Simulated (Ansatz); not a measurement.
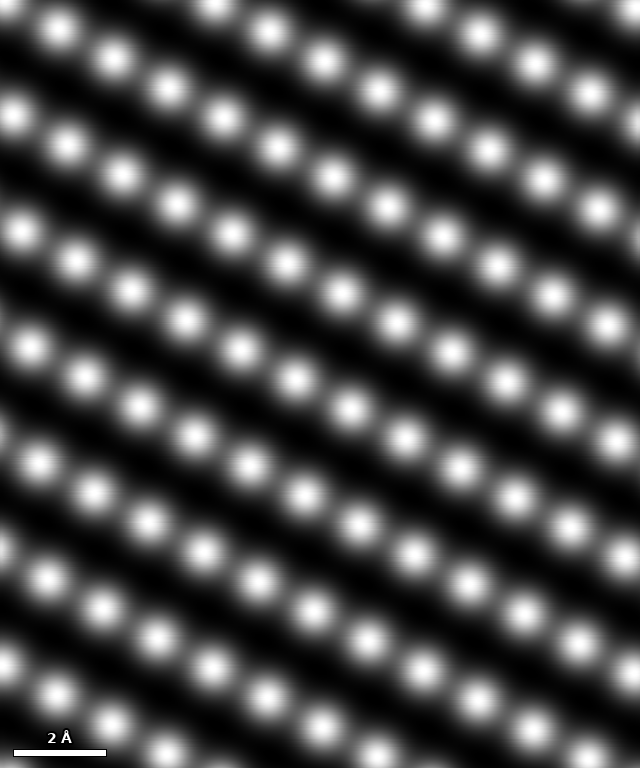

An image along [210] of one of the structures below (computed or model cells, partly hypothetical, each in its standard cell). Simulated as the projected potential of neutral atoms (B = 0.8 Å²) blurred by a 0.62 Å probe, the thin-sample limit of integrated differential phase contrast. A slight drift was added.

A. Ru
Space group P6_3/mmc (No. 194). a = 2.719 Å, b = 2.719 Å, c = 4.298 Å, α = 90.00°, β = 90.00°, γ = 120.00°
```json
{"atom": "Ru", "site": "2d", "symmetry": "-6m2", "x": "0.3333", "y": "0.6667", "z": "0.7500"}
```

B. Ru
Space group Fm-3m (No. 225). a = 3.780 Å, b = 3.780 Å, c = 3.780 Å, α = 90.00°, β = 90.00°, γ = 90.00°
| atom | site | symmetry | x | y | z |
| --- | --- | --- | --- | --- | --- |
| Ru | 4a | m-3m | 0.0000 | 0.0000 | 0.0000 |

C. Ta
Space group P6_3/mmc (No. 194). a = 2.903 Å, b = 2.903 Å, c = 5.131 Å, α = 90.00°, β = 90.00°, γ = 120.00°
```json
{"atom": "Ta", "site": "2d", "symmetry": "-6m2", "x": "0.3333", "y": "0.6667", "z": "0.7500"}
```

D. Ru
Space group Im-3m (No. 229). a = 3.053 Å, b = 3.053 Å, c = 3.053 Å, α = 90.00°, β = 90.00°, γ = 90.00°
| atom | site | symmetry | x | y | z |
| --- | --- | --- | --- | --- | --- |
| Ru | 2a | m-3m | 0.0000 | 0.0000 | 0.0000 |

### Which structure was imaged?

A, Ru. Along [210] the projected cells are A 1.36 × 2.15 Å, 90°; B 0.85 × 1.89 Å, 90°; C 1.45 × 2.57 Å, 90°; D 1.37 × 1.67 Å, 114°. The image repeats as A does.

Structure A: the end point of a relaxation with DFT PBE, scalar-relativistic, plane waves, PAW in Ansatz.
